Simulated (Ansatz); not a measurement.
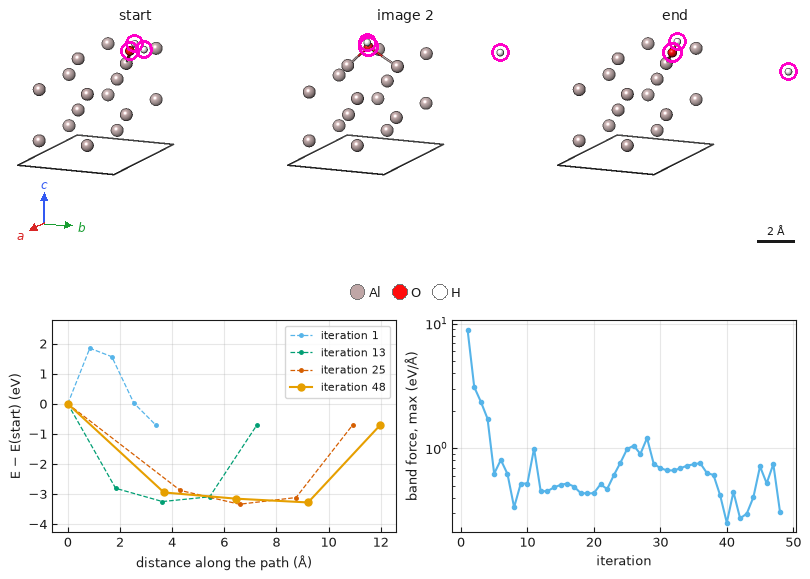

A nudged-elastic-band calculation for H2O on Al(110) (19 atoms in the cell). Images are numbered from 0 (start) to 4 (end). The plot follows the band through its iterations. Style: ball-and-stick. Shown: the simulation cell, with the vacuum cut short (origin moved), slightly off an axis. The atoms that move most are ringed. Bonds to atoms that aren't drawn are left out.

All numbers below come from Ansatz, DFT LDA, scalar-relativistic, plane waves, PAW. Run with plane-wave cutoff 420 eV; k-point mesh 3 × 4 × 1; Fermi-Dirac smearing 0.15 eV; 4 atoms held fixed; 3 movable images; climbing image; force threshold 0.05 eV/Å; iteration limit 48; end points as typed, not relaxed.

**Did the band converge, and can the barrier be trusted?**

The result isn't final. The band hadn't converged when the run stopped after 48 iterations. The largest component of the band force went from 8.9 to 0.31 eV/Å. The end points weren't relaxed, so energies relative to them aren't barriers between minima. The first iteration put the highest image at 1.85 eV. Relative to the start the highest point is image 0 at 0.00 eV and the end lies at −0.71 eV, but the profile dips to −3.28 eV at image 3 on the way, so there may be an intermediate minimum, or an end is no minimum.

Limits of the set-up: the periodic images lie only 5.7 Å apart, so the values are limited by the cell's size.

Cost: 39 min on 2 threads of Arm Neoverse V1 (shared host), peak memory 1.9 GiB.

PAW datasets: the set soft_1.
